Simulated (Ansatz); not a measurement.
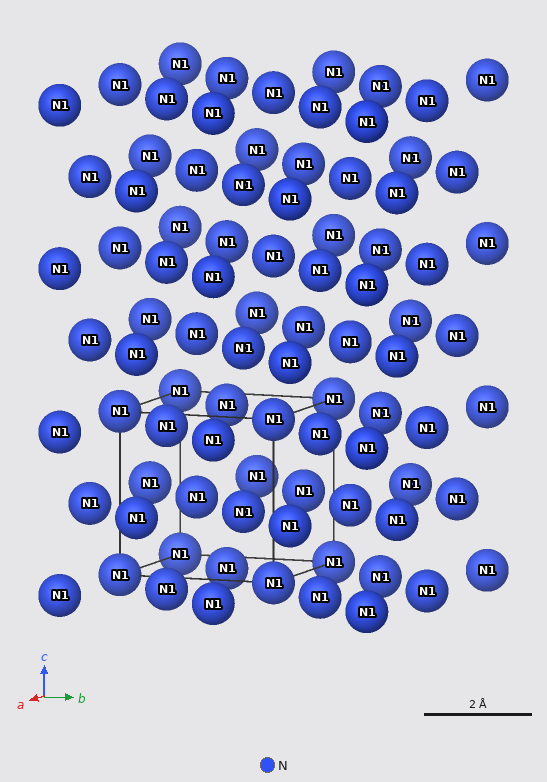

The structure as given in the input (ball-and-stick view of the cell 4 times as large as that of the calculation, set on its symmetry axes, repeated 2 × 2 × 3, seen slightly off an axis; atoms are numbered from 1 in the order of the input).

# Two runs on N

System: N (Fm-3m, 1 atom in the cell).
Method of run A: DFT PBE+D3(BJ), scalar-relativistic, plane waves, PAW, no spin polarisation (Ansatz 0.2.0).

The structure derives from a Materials Project entry. Text and figures count atoms from 1; the logs count them from 0 in places.

Input, run A:
```yaml
crystal:
  lattice:
    - [0.0, 1.55380861, 1.55380861]
    - [1.55380861, 0.0, 1.55380861]
    - [1.55380861, 1.55380861, 0.0]
  atoms:
    - { symbol: "N", position: [0.0, 0.0, 0.0] }
basis:
  ecutwfc: 420
kpoints:
  mp_grid: { grid: [26, 26, 26] }
hamiltonian:
  xc: pbe
  dispersion: d3bj
scf:
  occupations: { method: gaussian, width: 0.15 }
output:
  forces: true
  stress: true
  eigenvalues: true
```

Launched with:
```bash
ansatz run input.yaml --threads 1 --pin off --max-ram 1228MiB --backend cpu --events-out ev --progress --plain --runs-dir out
```

Hardware: 1 thread of an x86-64 CPU, shared host.

Output, shortened to warnings, some set-up lines, iterations and results (run A):
```
Basis set: ecut = 420 eV, 137 PW (Γ), exchange–correlation on 30×30×30 points (8 copies of the dense FFT grid, shifted against one another)
Symmetry: 48 space group operations
k-points: 511 of 17576
Initial density: superposition of atomic densities (neutral atoms: chi_scale 0, normalization atom), corrected by the library's trained network
[...]
SCF iter   1: F=—  HF=-379.637562 eV  |F-HF|=—  |Δ(HF+E_count)|=         —  Δρ=1.30e-3  dr2=1.11e-5  ethr=1.77e-3  ⟨swp⟩=5.0  Hψ=25210  notcnv=0
SCF iter   2: F=—  HF=-379.637476 eV  |F-HF|=—  |Δ(HF+E_count)|=   8.61e-5  Δρ=1.63e-3  dr2=1.11e-4  ethr=2.22e-7  ⟨swp⟩=2.0  Hψ=8947  notcnv=0
SCF iter   3: F=—  HF=-379.637471 eV  |F-HF|=—  |Δ(HF+E_count)|=   4.47e-6  Δρ=8.05e-4  dr2=2.47e-5  ethr=2.22e-7  ⟨swp⟩=2.0  Hψ=4627  notcnv=0
SCF iter   4: F=—  HF=-379.637488 eV  |F-HF|=—  |Δ(HF+E_count)|=   1.74e-5  Δρ=4.03e-4  dr2=7.21e-6  ethr=2.22e-7  ⟨swp⟩=2.0  Hψ=4633  notcnv=0
SCF iter   5: F=—  HF=-379.637486 eV  |F-HF|=—  |Δ(HF+E_count)|=   2.25e-6  Δρ=2.20e-4  dr2=2.21e-6  ethr=1.44e-7  ⟨swp⟩=1.0  Hψ=3355  notcnv=0
SCF iter   6: F=—  HF=-379.637485 eV  |F-HF|=—  |Δ(HF+E_count)|=   7.72e-7  Δρ=9.57e-5  dr2=4.26e-7  ethr=4.42e-8  ⟨swp⟩=1.1  Hψ=3402  notcnv=0
SCF iter   7: F=-379.637485 eV  HF=-379.637485 eV  |F-HF|=4.33e-8  |Δ(HF+E_count)|=   1.49e-7  Δρ=3.81e-5  dr2=6.78e-8  ethr=2.00e-9  ⟨swp⟩=3.7  Hψ=13145  notcnv=0
SCF 1 converged in 7 iterations: F = -379.637485 eV  dr2 = 6.78e-8
SCF converged after 7 iterations
Free energy (F): -379.637485 eV
Harris-Foulkes:  -379.637485 eV  (|F-HF|=4.33e-8)
Internal energy: -379.628986 eV  (E = F + TS)
E sigma→0 (E₀):  -379.633235 eV
Entropy (-TS):   -0.008500 eV (-8.500 meV/atom)
Fermi energy:    8.360319 eV
--- Per-component energies (eV) ---
  E_band       = 3.679443
  E_kinetic    = 118.823311
  E_local      = -122.828717  (includes V_loc(G=0)·N_el)
  E_nonlocal   = 47.994186
  E_hartree    = 24.541173
  E_xc         = -57.553871
  E_vxc        = -73.015743  (∫ρ·V_xc dr)
  E_paw        = -124.860280  (= ΣΔE_a)
  E_vpaw       = -16.373488  (= ΣTr[D̂ρ^β])
  E_aug_tail   = 0.000062  (compensation charges beyond the density's cutoff)
  E_ewald      = -265.558721
  E_disp       = -0.186129  (pairwise vdW)
  E_smearing   = -0.008500  (= −TS)
  E_closure    = -0.000000  (closes the sum)
  Σ components = -379.637485   (vs F -379.637485, Δ=0.00e0)
--- Forces (eV/Å), atoms counted from 1 ---
  atom   1  N      0.00000000    -0.00000000     0.00000000
  max |Σ_I F_I| component: 7.70e-33 eV/Å
--- Stress (GPa, compression-positive) ---
       -0.159243      -0.000000       0.000000
       -0.000000      -0.159243       0.000000
        0.000000       0.000000      -0.159243
  P = ⅓ Tr σ = -0.1592 GPa (-1.592 kbar)
```

For run B the input was changed thus:
```diff
-  mp_grid: { grid: [26, 26, 26] }
+  mp_grid: { grid: [28, 28, 28] }
```

What does this change do to the results?

The free energy of run B is 0.8 meV per atom lower, which measures how much it depends on this numerical setting. The pressure goes from −0.16 to −0.36 GPa. The number of SCF iterations is the same. The irreducible k-points go from 511 to 624.

Output, shortened to warnings, some set-up lines, iterations and results (run B):
```
Basis set: ecut = 420 eV, 137 PW (Γ), exchange–correlation on 30×30×30 points (8 copies of the dense FFT grid, shifted against one another)
Symmetry: 48 space group operations
k-points: 624 of 21952
Initial density: superposition of atomic densities (neutral atoms: chi_scale 0, normalization atom), corrected by the library's trained network
[...]
SCF iter   1: F=—  HF=-379.638327 eV  |F-HF|=—  |Δ(HF+E_count)|=         —  Δρ=1.29e-3  dr2=1.10e-5  ethr=1.77e-3  ⟨swp⟩=5.0  Hψ=30790  notcnv=0
SCF iter   2: F=—  HF=-379.638237 eV  |F-HF|=—  |Δ(HF+E_count)|=   9.00e-5  Δρ=1.65e-3  dr2=1.14e-4  ethr=2.19e-7  ⟨swp⟩=2.0  Hψ=10930  notcnv=0
SCF iter   3: F=—  HF=-379.638232 eV  |F-HF|=—  |Δ(HF+E_count)|=   5.03e-6  Δρ=8.19e-4  dr2=2.57e-5  ethr=2.19e-7  ⟨swp⟩=2.0  Hψ=5641  notcnv=0
SCF iter   4: F=—  HF=-379.638249 eV  |F-HF|=—  |Δ(HF+E_count)|=   1.72e-5  Δρ=3.97e-4  dr2=7.01e-6  ethr=2.19e-7  ⟨swp⟩=2.0  Hψ=5661  notcnv=0
SCF iter   5: F=—  HF=-379.638247 eV  |F-HF|=—  |Δ(HF+E_count)|=   2.20e-6  Δρ=2.16e-4  dr2=2.15e-6  ethr=1.40e-7  ⟨swp⟩=1.0  Hψ=4093  notcnv=0
SCF iter   6: F=—  HF=-379.638246 eV  |F-HF|=—  |Δ(HF+E_count)|=   7.50e-7  Δρ=9.44e-5  dr2=4.15e-7  ethr=4.29e-8  ⟨swp⟩=1.1  Hψ=4145  notcnv=0
SCF iter   7: F=-379.638246 eV  HF=-379.638246 eV  |F-HF|=4.17e-8  |Δ(HF+E_count)|=   1.46e-7  Δρ=3.74e-5  dr2=6.54e-8  ethr=2.00e-9  ⟨swp⟩=3.7  Hψ=16095  notcnv=0
SCF 1 converged in 7 iterations: F = -379.638246 eV  dr2 = 6.54e-8
SCF converged after 7 iterations
Free energy (F): -379.638246 eV
Harris-Foulkes:  -379.638246 eV  (|F-HF|=4.17e-8)
Internal energy: -379.630657 eV  (E = F + TS)
E sigma→0 (E₀):  -379.634452 eV
Entropy (-TS):   -0.007588 eV (-7.588 meV/atom)
Fermi energy:    8.369107 eV
--- Per-component energies (eV) ---
  E_band       = 3.675101
  E_kinetic    = 118.817409
  E_local      = -122.818039  (includes V_loc(G=0)·N_el)
  E_nonlocal   = 47.988483
  E_hartree    = 24.537452
  E_xc         = -57.550607
  E_vxc        = -73.011669  (∫ρ·V_xc dr)
  E_paw        = -124.860568  (= ΣΔE_a)
  E_vpaw       = -16.373581  (= ΣTr[D̂ρ^β])
  E_aug_tail   = 0.000062  (compensation charges beyond the density's cutoff)
  E_ewald      = -265.558721
  E_disp       = -0.186129  (pairwise vdW)
  E_smearing   = -0.007588  (= −TS)
  E_closure    = 0.000000  (closes the sum)
  Σ components = -379.638246   (vs F -379.638246, Δ=0.00e0)
--- Forces (eV/Å), atoms counted from 1 ---
  atom   1  N     -0.00000000     0.00000000    -0.00000000
  max |Σ_I F_I| component: 1.64e-33 eV/Å
--- Stress (GPa, compression-positive) ---
       -0.363963       0.000000      -0.000000
        0.000000      -0.363963      -0.000000
        0.000000       0.000000      -0.363963
  P = ⅓ Tr σ = -0.3640 GPa (-3.640 kbar)
```

The two runs side by side:

| quantity | run A | run B |
| --- | --- | --- |
| outcome | converged | converged |
| free energy per atom (eV) | −379.6375 | −379.6382 |
| energy per atom, smearing taken to zero (eV) | −379.6332 | −379.6345 |
| gap on the mesh (eV) | 0.00 | 0.00 |
| pressure (GPa) | −0.16 | −0.36 |
| largest force (eV/Å) | 0.000 | 0.000 |
| SCF iterations | 7 | 7 |
| irreducible k-points | 511 | 624 |
| plane waves at Γ | 137 | 137 |
| wall time (shared host) | 3.9 s | 3.5 s |

For both runs: The cell holds an odd number of electrons but the run has no spin polarisation, so it comes out as a metal.
